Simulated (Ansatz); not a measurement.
# Converging the field response of a SrO (001) film

Aim: a convergence study of the equivalent conductor thickness of a SrO (001) film, with the cost of each setting.

Method: plane-wave DFT, PBE, Ansatz PAW, in the first sound run; inputs show where later runs differ, in Ansatz 0.2.0.

### Step 1. Starting point

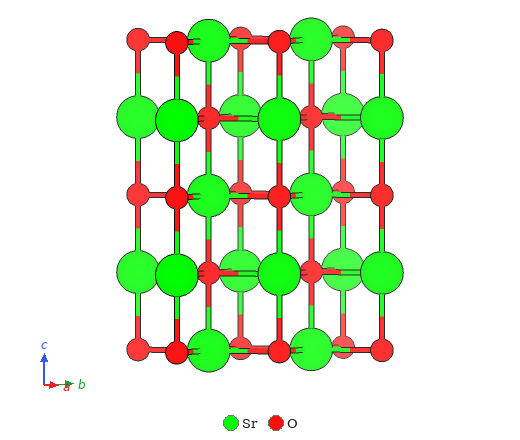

The cell as given, from the side, with the c axis up (strontium green, oxygen red). 1×2×1 cells are drawn. Some periodic images of atoms are drawn too.

The cell holds 10 atoms: 5 Sr and 5 O. Its edges and angles: a = 3.649 Å, b = 3.649 Å, c = 28.320 Å, α = 90.0°, β = 90.0°, γ = 90.0°. It derives from SrO (rocksalt SrO). Vacuum lies along c.

### Step 2. Single point, setting first choice

The first choice: the default cutoff of 420 eV, a 8×8×1 mesh, 18 Å of vacuum, 0.1 V/Å and a tight threshold. Each later run changes one input against this one; other functionals and files bring their own cutoffs.

Contents of input.yaml:

```yaml
crystal:
  lattice:
    - [3.64867099, 0.0, 0.0]
    - [0.0, 3.64867099, 0.0]
    - [0.0, 0.0, 28.32]
  atoms:
    - { symbol: Sr, position: [0.5, 0.5, 0.3177966102] }
    - { symbol: O, position: [0.0, 0.0, 0.3177966102] }
    - { symbol: Sr, position: [0.0, 0.0, 0.4088983051] }
    - { symbol: O, position: [0.5, 0.5, 0.4088983051] }
    - { symbol: Sr, position: [0.5, 0.5, 0.5] }
    - { symbol: O, position: [0.0, 0.0, 0.5] }
    - { symbol: Sr, position: [0.0, 0.0, 0.5911016949] }
    - { symbol: O, position: [0.5, 0.5, 0.5911016949] }
    - { symbol: Sr, position: [0.5, 0.5, 0.6822033898] }
    - { symbol: O, position: [0.0, 0.0, 0.6822033898] }
kpoints:
  mp_grid: { grid: [8, 8, 1] }
hamiltonian:
  xc: pbe
scf:
  occupations: { method: fixed }
  convergence: { dr2_threshold: 1.0e-10 }
efield:
  axis: 3
  dipole_correction: true
  ramp_position: 0.97
  ramp_width: 0.06
  amplitude: 0.1
output:
  write_potential: true
  write_density: true
  volumetric_format: npy
```

Run with:

```sh
ansatz run input.yaml --threads 4 --pin off --max-ram 6144MiB --backend cpu --events-out ev --progress --plain --runs-dir out
```

Numbers of over 12 decimals in the logs are rounded to 6 here.

What it wrote:

```text
Engine: ansatz 0.2.0, x86_64-unknown-linux-gnu
Pseudopotentials: kind: paw
Pseudopotential: Sr, paw, valence charge 10, recommended cutoff 420 eV (normal), Sr.paw.azcp
Pseudopotential: O, paw, valence charge 6, recommended cutoff 420 eV (normal), O.paw.azcp
Functional definition: PBE
  parameter kappa = 0.804
  parameter beta = 0.066725
  exchange = pbe_x(kappa = kappa, mu = beta*pi^2/3)
  correlation = pbe_c(beta = beta)
Crystal: 10 atoms, lattice volume = 377.018 Å³
Basis set: ecut = 420 eV, 7367 PW (Γ)
Bands: 50, of which v1, the nominal top of the filled ones, is band 40 counted from 1 (39 counted from 0)
Symmetry: 8 space group operations
k-points: 15 of 64
Non-local potential: Sr, projectors of the file, l = 0: 3, l = 1: 2, l = 2: 2
Non-local potential: O, projectors of the file, l = 0: 2, l = 1: 2, l = 2: 1
PAW form: soft (Blöchl's): semilocal exchange-correlation on the pseudo side does not see the compensation charge
PAW one-centre angular grid: Sr, 110 points (default); XC on 64 Gauss nodes
PAW one-centre angular grid: O, 110 points (default); XC on 64 Gauss nodes
Initial density: superposition of atomic densities (neutral atoms: chi_scale 0, normalization atom, screened)
Initial wavefunctions: pseudopotential atomic-orbital guess
Functional: x = pbe(κ = 0.804, μ = 0.219515), c = pbe(β = 0.066725)
SCF iter   1: F=—  HF=-20585.253055 eV  |F-HF|=—  |Δ(HF+E_count)|=         —  Δρ=9.64e-2  dr2=4.74e1  ethr=3.10e-3  p=0.104 e·Å  D=4.97e-2 V/Å  ΔV_dip=-1.41 eV  dr2_dipole=2.41e-3  V_vac-E_F(+/−)=13.50/12.31 eV  ⟨swp⟩=7.7  Hψ=3653  notcnv=0  defer=108
efield: sawtooth ramp at fractional position 0.9700 (set: `efield.ramp_position`, or a place that a band, a saddle search or an elastic batch's reference lends), width 0.0600; the density the first Hamiltonian is built on has a dipole p = 0.104 e·Å; the dipole correction subtracts the counter field D = 4.97e-2 V/Å, which shifts the + side's vacuum level by -1.41 eV against the − side's; the planar-averaged density in the ramp window peaks in size at 3.3e-7 e/Å³
preconditioner: auto → Resta (q_TF=auto, 2.107 Å⁻¹)  ε∞=2.0  [insulator: Δε(μ)=5.900 eV  Ē_g=16.042 eV  n_scr=62 (ndim 8)  ℏωp=16.0 eV  f_vac=0.469  ε∞_Penn≈2.0  vacuum switching on, ρ_ref=1.9e-2 e/Å³]
SCF iter   2: F=—  HF=-20575.060213 eV  |F-HF|=—  |Δ(HF+E_count)|=    1.02e1  Δρ=7.34e-2  dr2=1.27e1  ethr=3.10e-3  p=0.074 e·Å  D=3.55e-2 V/Å  ΔV_dip=-1.01 eV  dr2_dipole=6.19e-4  V_vac-E_F(+/−)=5.73/4.14 eV  ⟨swp⟩=5.3  Hψ=2074  notcnv=0  defer=114  κ⁻¹=1.0e0(r=1)
SCF iter   3: F=—  HF=-20572.510104 eV  |F-HF|=—  |Δ(HF+E_count)|=    2.55e0  Δρ=1.42e-2  dr2=1.27e0  ethr=3.10e-3  p=0.084 e·Å  D=4.04e-2 V/Å  ΔV_dip=-1.14 eV  dr2_dipole=2.90e-4  V_vac-E_F(+/−)=6.62/5.17 eV  ⟨swp⟩=3.6  Hψ=1614  notcnv=0  defer=110  κ⁻¹=4.9e-3(r=2)
SCF iter   4: F=—  HF=-20572.313138 eV  |F-HF|=—  |Δ(HF+E_count)|=   1.97e-1  Δρ=7.92e-3  dr2=2.16e-1  ethr=1.59e-3  p=0.069 e·Å  D=3.29e-2 V/Å  ΔV_dip=-0.93 eV  dr2_dipole=3.55e-4  V_vac-E_F(+/−)=4.09/2.42 eV  ⟨swp⟩=3.9  Hψ=1207  notcnv=0  defer=110  κ⁻¹=2.1e-3(r=3)
SCF iter   5: F=—  HF=-20572.281786 eV  |F-HF|=—  |Δ(HF+E_count)|=   3.14e-2  Δρ=2.46e-3  dr2=1.88e-2  ethr=2.70e-4  p=0.076 e·Å  D=3.64e-2 V/Å  ΔV_dip=-1.03 eV  dr2_dipole=1.06e-5  V_vac-E_F(+/−)=4.43/2.86 eV  ⟨swp⟩=2.3  Hψ=1082  notcnv=0  defer=118  κ⁻¹=4.9e-4(r=4)
SCF iter   6: F=—  HF=-20572.286064 eV  |F-HF|=—  |Δ(HF+E_count)|=   4.28e-3  Δρ=1.21e-3  dr2=7.30e-3  ethr=2.35e-5  p=0.079 e·Å  D=3.80e-2 V/Å  ΔV_dip=-1.08 eV  dr2_dipole=1.26e-5  V_vac-E_F(+/−)=4.48/2.96 eV  ⟨swp⟩=3.9  Hψ=1255  notcnv=0  defer=120  κ⁻¹=2.0e-5(r=5)
SCF iter   7: F=—  HF=-20572.288056 eV  |F-HF|=—  |Δ(HF+E_count)|=   1.99e-3  Δρ=7.84e-4  dr2=4.00e-3  ethr=9.13e-6  p=0.076 e·Å  D=3.66e-2 V/Å  ΔV_dip=-1.04 eV  dr2_dipole=8.94e-6  V_vac-E_F(+/−)=4.27/2.71 eV  ⟨swp⟩=4.1  Hψ=1283  notcnv=0  defer=120  κ⁻¹=5.8e-6(r=6)
SCF iter   8: F=—  HF=-20572.287222 eV  |F-HF|=—  |Δ(HF+E_count)|=   8.33e-4  Δρ=9.60e-5  dr2=2.97e-5  ethr=5.00e-6  p=0.078 e·Å  D=3.73e-2 V/Å  ΔV_dip=-1.06 eV  dr2_dipole=3.25e-8  V_vac-E_F(+/−)=4.36/2.81 eV  ⟨swp⟩=2.7  Hψ=978  notcnv=0  defer=120  κ⁻¹=3.7e-7(r=7)
SCF iter   9: F=—  HF=-20572.287249 eV  |F-HF|=—  |Δ(HF+E_count)|=   2.62e-5  Δρ=6.32e-5  dr2=1.72e-5  ethr=3.71e-8  p=0.078 e·Å  D=3.73e-2 V/Å  ΔV_dip=-1.06 eV  dr2_dipole=2.10e-8  V_vac-E_F(+/−)=4.37/2.82 eV  ⟨swp⟩=2.4  Hψ=1335  notcnv=0  defer=119  κ⁻¹=1.5e-7(r=8)
SCF iter  10: F=—  HF=-20572.287249 eV  |F-HF|=—  |Δ(HF+E_count)|=   3.01e-7  Δρ=2.02e-5  dr2=1.62e-6  ethr=2.14e-8  p=0.078 e·Å  D=3.73e-2 V/Å  ΔV_dip=-1.06 eV  dr2_dipole=4.52e-9  V_vac-E_F(+/−)=4.36/2.82 eV  ⟨swp⟩=2.0  Hψ=922  notcnv=0  defer=115  κ⁻¹=7.7e-8(r=8)
SCF iter  11: F=—  HF=-20572.286912 eV  |F-HF|=—  |Δ(HF+E_count)|=   3.37e-4  Δρ=5.32e-6  dr2=5.49e-8  ethr=2.03e-9  p=0.078 e·Å  D=3.73e-2 V/Å  ΔV_dip=-1.06 eV  dr2_dipole=8.73e-11  V_vac-E_F(+/−)=4.36/2.82 eV  ⟨swp⟩=2.5  Hψ=1159  notcnv=0  defer=109  κ⁻¹=9.4e-8(r=8)
SCF iter  12: F=—  HF=-20572.286912 eV  |F-HF|=—  |Δ(HF+E_count)|=   8.47e-8  Δρ=2.26e-6  dr2=1.36e-8  ethr=6.86e-11  p=0.078 e·Å  D=3.73e-2 V/Å  ΔV_dip=-1.06 eV  dr2_dipole=1.35e-11  V_vac-E_F(+/−)=4.36/2.82 eV  ⟨swp⟩=2.6  Hψ=1327  notcnv=0  defer=109  κ⁻¹=1.3e-7(r=8)
SCF iter  13: F=—  HF=-20572.286912 eV  |F-HF|=—  |Δ(HF+E_count)|=   1.36e-8  Δρ=1.06e-6  dr2=3.12e-9  ethr=1.70e-11  p=0.078 e·Å  D=3.73e-2 V/Å  ΔV_dip=-1.06 eV  dr2_dipole=5.56e-14  V_vac-E_F(+/−)=4.36/2.82 eV  ⟨swp⟩=2.6  Hψ=1172  notcnv=0  defer=109  κ⁻¹=1.7e-7(r=8)
SCF iter  14: F=-20572.286912 eV  HF=-20572.286912 eV  |F-HF|=1.02e-10  |Δ(HF+E_count)|=   2.96e-9  Δρ=2.02e-7  dr2=8.50e-11  ethr=1.00e-12  p=0.078 e·Å  D=3.73e-2 V/Å  ΔV_dip=-1.06 eV  dr2_dipole=1.41e-13  V_vac-E_F(+/−)=4.36/2.82 eV  ⟨swp⟩=19.3  Hψ=5194  notcnv=0
SCF 1 converged in 14 iterations: F = -20572.286912 eV  dr2 = 8.50e-11
  greatest PAW one-centre occupation: 0.987 electrons in one spin orbital (limit 2), on the Sr atom at site 6 (counted from 0), in its partial waves of l = 0
WARN: The output density's exchange-correlation potential varies sharply where the density is thin. Do not read a vacuum level from v_tot or v_xc, or from such a field of the output density. On a cell that repeats whose density bears no net charge and no dipole along the vacuum's axis use v_es (v_loc + v_h of the components); under efield.dipole_correction with no amplitude use v_es + v_field, which holds any externa [...]
SCF converged after 14 iterations
Stability not checked: this state was not tested for a lower state beside it, because the mixer in use, unlike msr1, does not test its closes by its own steps (another_mixer; see scf.mixing.algorithm and scf.lower_state_search)
Free energy (F): -20572.286912 eV
Harris-Foulkes:  -20572.286912 eV  (|F-HF|=1.02e-10)
Internal energy: -20572.286912 eV  (E = F + TS)
E sigma→0 (E₀):  -20572.286912 eV
Fermi energy:    1.776525 eV
Dipole field:    D = 0.037292 V/Å  (p = 0.077700 e·Å, saw-weighted, corrected)
Work function:   not extracted (applied field tilts the vacuum); planar V_es + V_field profile in the machine report
Levels:          The Fermi level and band energies are counted from a zero that moves with the ramp; work functions are not
--- Per-component energies (eV) ---
  E_band       = -817.290573
  E_kinetic    = 2108.674872
  E_local      = -66716.994625  (includes V_loc(G=0)·N_el)
  E_nonlocal   = 1249.943394
  E_hartree    = 32106.336607
  E_xc         = -1244.623055
  E_vxc        = -1292.752043  (∫ρ·V_xc dr)
  E_paw        = -14261.188263  (= ΣΔE_a)
  E_vpaw       = -378.842620  (= ΣTr[D̂ρ^β])
  E_aug_tail   = 0.011946  (compensation charges beyond the density's cutoff)
  E_efield     = -0.006321  (sawtooth field / dipole correction)
  E_vefield    = -0.004872  (∫n·V_field dr)
  E_ewald      = 26185.558533
  E_smearing   = -0.000000  (= −TS)
  E_closure    = -0.000000  (closes the sum)
  Σ components = -20572.286912   (vs F -20572.286912, Δ=0.00e0)
--- Band table (eV; the first three rows and the last of 15) ---
  k-point 0: bands = [... 36 lower, 1.5229, 1.5229, 1.7765, 1.7765, 4.0251, 4.5500, 4.7855, 5.1955, ... 6 higher]
  k-point 1: bands = [... 36 lower, 1.2831, 1.3626, 1.4789, 1.6164, 4.2195, 4.7580, 5.1937, 5.4029, ... 6 higher]
  k-point 2: bands = [... 36 lower, 0.9631, 1.0063, 1.2348, 1.2600, 4.7323, 5.2814, 5.9521, 6.2371, ... 6 higher]
  k-point 14: bands = [... 36 lower, 1.2840, 1.5245, 1.5245, 1.5366, 4.9691, 4.9691, 5.8321, 5.8321, ... 6 higher]
```

It took 7 s on 4 threads of Intel Xeon Platinum 8488C (Sapphire Rapids), shared host; peak memory 0.85 GiB; 27 s of CPU time.

In the SCF lines HF is the Harris–Foulkes energy and dr2 the Hartree energy of the density residual, in eV; the loop may stop once dr2 is under the threshold and the program's other checks hold. Hψ counts applications of the Hamiltonian.

Numbers from this step:

| Property | Result |
| --- | --- |
| gap on the k-mesh | 2.249 eV |
| dipole along the normal | 0.07770 e·Å |
| equivalent conductor thickness p/(ε₀AE) | 10.56 Å |

Running mean over 2.58 Å of the planar mean, with the applied field; the ramp of the sawtooth is left out. Electron's electrostatic potential energy less the highest filled level against z:

| z (Å) | electron's electrostatic potential energy less the highest filled level (eV) |
| --- | --- |
| 4 | 3.13 |
| 5 | 3.23 |
| 6 | 3.27 |
| 7 | 2.70 |
| 8 | -3.58 |
| 9 | -5.94 |
| 10 | -6.08 |
| 11 | -6.10 |
| 12 | -6.11 |
| 13 | -6.11 |
| 14 | -6.09 |
| 15 | -6.06 |
| 16 | -6.02 |
| 17 | -5.96 |
| 18 | -5.89 |
| 19 | -5.78 |
| 20 | -4.84 |
| 21 | 1.91 |
| 22 | 3.77 |
| 23 | 3.97 |
| 24 | 4.08 |
| 25 | 4.18 |

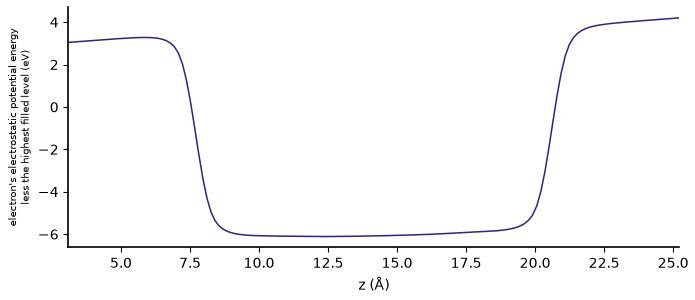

Electron's electrostatic potential energy less the highest filled level against z.

The dipole corresponds to a conductor 10.561 Å thick.

### Step 3. Run, box 28.3 Å

input.yaml, as its differences from that of step 2:

```diff
@@ -29,2 +29,4 @@
   amplitude: 0.1
+basis:
+  ecutwfc: "250 eV"
 output:
```

What it wrote:

```text
Warning: basis.ecutwfc = 250 eV is below the records' recommended 420 eV, and the density's cutoff is lower with it unless basis.ecutrho_ratio is high enough to keep the records' density cutoff: compare with a run at a higher cutoff
[...]
k-point 0: bands = [... 36 lower, 1.4612, 1.4612, 1.7152, 1.7152, 3.9807, 4.5080, 4.7842, 4.9828, ... 6 higher]
  k-point 1: bands = [... 36 lower, 1.2483, 1.3072, 1.4319, 1.5613, 4.1784, 4.7220, 5.1845, 5.1914, ... 6 higher]
  k-point 2: bands = [... 36 lower, 0.9269, 0.9563, 1.2099, 1.2131, 4.6960, 5.2520, 5.7310, 6.2360, ... 6 higher]
  k-point 14: bands = [... 36 lower, 1.2904, 1.5086, 1.5313, 1.5313, 4.9678, 4.9678, 5.8297, 5.8297, ... 6 higher]
[key lines of the parts left out:]
SCF converged after 14 iterations
Free energy (F): -20563.317047 eV
Fermi energy:    1.715155 eV
Dipole field:    D = 0.037335 V/Å  (p = 0.077788 e·Å, saw-weighted, corrected)
```

It took 3.4 s on 4 threads; peak memory 0.55 GiB; 13 s of CPU time.

The dipole corresponds to a conductor 10.573 Å thick, +0.11 % from the first choice, at 0.48 times its CPU time.

### Step 4. Run, box 28.3 Å (run 2)

input.yaml, as its differences from that of step 3:

```diff
@@ -30,3 +30,3 @@
 basis:
-  ecutwfc: "250 eV"
+  ecutwfc: "330 eV"
 output:
```

What it wrote:

```text
[...]
Crystal: 10 atoms, lattice volume = 377.018 Å³
Basis set: ecut = 330 eV, 5171 PW (Γ)
Bands: 50, of which v1, the nominal top of the filled ones, is band 40 counted from 1 (39 counted from 0)
Symmetry: 8 space group operations
k-points: 15 of 64
[...]
k-point 0: bands = [... 36 lower, 1.5200, 1.5200, 1.7736, 1.7736, 4.0182, 4.5441, 4.7847, 5.1333, ... 6 higher]
  k-point 1: bands = [... 36 lower, 1.2797, 1.3592, 1.4746, 1.6130, 4.2129, 4.7528, 5.1929, 5.3373, ... 6 higher]
  k-point 2: bands = [... 36 lower, 0.9602, 1.0031, 1.2328, 1.2569, 4.7262, 5.2768, 5.8842, 6.2365, ... 6 higher]
  k-point 14: bands = [... 36 lower, 1.2829, 1.5233, 1.5233, 1.5366, 4.9683, 4.9683, 5.8311, 5.8311, ... 6 higher]
[key lines of the parts left out:]
SCF converged after 14 iterations
Free energy (F): -20571.419750 eV
Fermi energy:    1.773567 eV
Dipole field:    D = 0.037297 V/Å  (p = 0.077709 e·Å, saw-weighted, corrected)
```

Run time: 4.8 s. Hardware: 4 threads; peak memory 0.71 GiB.

The dipole corresponds to a conductor 10.562 Å thick, +0.01 % from the first choice, at 0.68 times its CPU time.

### Step 5. Single point, box 28.3 Å

input.yaml, as its differences from that of step 4:

```diff
@@ -30,3 +30,3 @@
 basis:
-  ecutwfc: "330 eV"
+  ecutwfc: "600 eV"
 output:
```

What it wrote:

```text
[...]
Crystal: 10 atoms, lattice volume = 377.018 Å³
Basis set: ecut = 600 eV, 12657 PW (Γ)
Bands: 50, of which v1, the nominal top of the filled ones, is band 40 counted from 1 (39 counted from 0)
Symmetry: 8 space group operations
k-points: 15 of 64
[...]
k-point 0: bands = [... 36 lower, 1.5228, 1.5228, 1.7765, 1.7765, 4.0256, 4.5503, 4.7854, 5.2018, ... 6 higher]
  k-point 1: bands = [... 36 lower, 1.2831, 1.3625, 1.4789, 1.6162, 4.2200, 4.7583, 5.1936, 5.4097, ... 6 higher]
  k-point 2: bands = [... 36 lower, 0.9631, 1.0061, 1.2349, 1.2599, 4.7327, 5.2816, 5.9594, 6.2371, ... 6 higher]
  k-point 14: bands = [... 36 lower, 1.2839, 1.5246, 1.5246, 1.5366, 4.9690, 4.9690, 5.8322, 5.8322, ... 6 higher]
[key lines of the parts left out:]
SCF converged after 14 iterations
Free energy (F): -20572.317355 eV
Fermi energy:    1.776469 eV
Dipole field:    D = 0.037291 V/Å  (p = 0.077697 e·Å, saw-weighted, corrected)
```

It took 13 s on 4 threads; peak memory 1.3 GiB; 51 s of CPU time.

The dipole corresponds to a conductor 10.561 Å thick, -0.00 % from the first choice, at 1.9 times its CPU time.

### Step 6. Run, box 28.3 Å (run 3)

input.yaml, as its differences from that of step 5:

```diff
@@ -17,3 +17,3 @@
 kpoints:
-  mp_grid: { grid: [8, 8, 1] }
+  mp_grid: { grid: [1, 1, 1] }
 hamiltonian:
@@ -29,4 +29,2 @@
   amplitude: 0.1
-basis:
-  ecutwfc: "600 eV"
 output:
```

What it wrote:

```text
[...]
Crystal: 10 atoms, lattice volume = 377.018 Å³
Basis set: ecut = 420 eV, 7367 PW (Γ)
Bands: 50, of which v1, the nominal top of the filled ones, is band 40 counted from 1 (39 counted from 0)
Symmetry: 8 space group operations
k-points: 1
[...]
Internal energy: -20555.092574 eV  (E = F + TS)
E sigma→0 (E₀):  -20555.092574 eV
Fermi energy:    2.238069 eV
Dipole field:    D = 0.046027 V/Å  (p = 0.095899 e·Å, saw-weighted, corrected)
Work function:   not extracted (applied field tilts the vacuum); planar V_es + V_field profile in the machine report
[...]
--- Band table (eV) ---
  k-point 0: bands = [... 36 lower, 2.0784, 2.0784, 2.2381, 2.2381, 4.0719, 4.1288, 4.4801, 4.6095, ... 6 higher]
[key lines of the parts left out:]
SCF converged after 15 iterations
Free energy (F): -20555.092574 eV
```

Elapsed: 0.96 s, on 4 threads; peak memory 0.42 GiB.

The dipole corresponds to a conductor 13.035 Å thick, +23.42 % from the first choice, at 0.099 times its CPU time.

### Step 7. Run, box 28.3 Å (run 4)

input.yaml, as its differences from that of step 6:

```diff
@@ -17,3 +17,3 @@
 kpoints:
-  mp_grid: { grid: [1, 1, 1] }
+  mp_grid: { grid: [2, 2, 1] }
 hamiltonian:
```

What it wrote:

```text
[...]
Crystal: 10 atoms, lattice volume = 377.018 Å³
Basis set: ecut = 420 eV, 7367 PW (Γ)
Bands: 50, of which v1, the nominal top of the filled ones, is band 40 counted from 1 (39 counted from 0)
Symmetry: 8 space group operations
k-points: 3 of 4
[...]
Work function:   not extracted (applied field tilts the vacuum); planar V_es + V_field profile in the machine report
[...]
--- Band table (eV) ---
  k-point 0: bands = [... 36 lower, 1.6175, 1.6175, 1.8553, 1.8553, 4.0344, 4.5414, 4.7735, 5.2015, ... 6 higher]
  k-point 1: bands = [... 36 lower, 0.7397, 0.8769, 0.9226, 1.1823, 6.3214, 6.7734, 6.7734, 7.2282, ... 6 higher]
  k-point 2: bands = [... 36 lower, 1.3669, 1.5936, 1.5936, 1.6042, 4.9525, 4.9525, 5.8198, 5.8198, ... 6 higher]
[key lines of the parts left out:]
SCF converged after 14 iterations
Free energy (F): -20571.783579 eV
Fermi energy:    1.855344 eV
Dipole field:    D = 0.038324 V/Å  (p = 0.079850 e·Å, saw-weighted, corrected)
```

The job ended after 1.3 s (4 threads; peak memory 0.61 GiB; 4.2 s of CPU time).

The dipole corresponds to a conductor 10.853 Å thick, +2.77 % from the first choice, at 0.16 times its CPU time.

### Step 8. Single point, box 28.3 Å (run 2)

input.yaml, as its differences from that of step 7:

```diff
@@ -17,3 +17,3 @@
 kpoints:
-  mp_grid: { grid: [2, 2, 1] }
+  mp_grid: { grid: [4, 4, 1] }
 hamiltonian:
```

What it wrote:

```text
[...]
Crystal: 10 atoms, lattice volume = 377.018 Å³
Basis set: ecut = 420 eV, 7367 PW (Γ)
Bands: 50, of which v1, the nominal top of the filled ones, is band 40 counted from 1 (39 counted from 0)
Symmetry: 8 space group operations
k-points: 6 of 16
[...]
k-point 0: bands = [... 36 lower, 1.5264, 1.5264, 1.7797, 1.7797, 4.0257, 4.5503, 4.7860, 5.1958, ... 6 higher]
  k-point 1: bands = [... 36 lower, 0.9656, 1.0095, 1.2372, 1.2630, 4.7328, 5.2816, 5.9523, 6.2378, ... 6 higher]
  k-point 2: bands = [... 36 lower, 0.6948, 0.8142, 0.8581, 1.1288, 6.3170, 6.7616, 6.7897, 7.2337, ... 6 higher]
  k-point 5: bands = [... 36 lower, 1.2871, 1.5274, 1.5274, 1.5392, 4.9693, 4.9693, 5.8325, 5.8325, ... 6 higher]
[key lines of the parts left out:]
SCF converged after 14 iterations
Free energy (F): -20572.279816 eV
Fermi energy:    1.779744 eV
Dipole field:    D = 0.037303 V/Å  (p = 0.077722 e·Å, saw-weighted, corrected)
```

Run time: 3.3 s. Hardware: 4 threads; peak memory 0.69 GiB.

The dipole corresponds to a conductor 10.564 Å thick, +0.03 % from the first choice, at 0.45 times its CPU time.

(Continued in part 2 of 3.)

[Logs are printed without paths, hosts, clocks, repeated set-up lines and the standing remarks that a program may print on its own settings, such as how far it seeks lower states.]

[Hosts, paths, dates, database ids (printed as entryN), source tags and the programs' standing remarks are cut or masked in the printed files.]

[Maps of the electrostatic potential energy from Ansatz leave out the sawtooth potential of an applied field or a dipole correction, so their vacuum need not be flat; planar profiles and work functions include it.]
